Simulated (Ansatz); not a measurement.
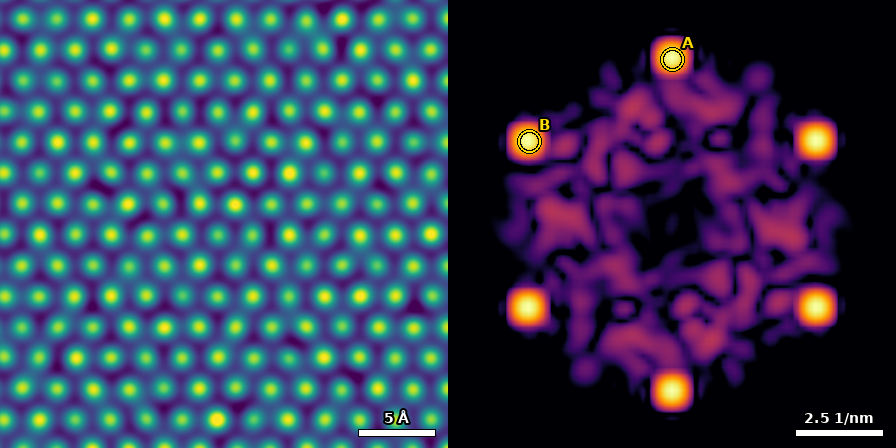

iDPC-like image of a crystal. Simulated as the projected potential of neutral atoms (B = 0.8 Å²) blurred by a 1.18 Å probe, the thin-sample limit of integrated differential phase contrast. The speckle of an amorphous layer was added.

The right panel is the modulus of the image's Fourier transform on a logarithmic scale.

### Which lattice spacings do the marked spots stand for, and what angle do A and B enclose?

A: 2.1 Å, B: 2.1 Å; A and B enclose about 60°.

The crystal is Ni (P6/mmm, No. 191) along [001]; the spots are (-1 1 0) and (-1 0 0). Model: the geometry relaxed with DFT r2SCAN, scalar-relativistic, plane waves, PAW (Ansatz); the starting structure was generated, so it need not be a known form of this composition.
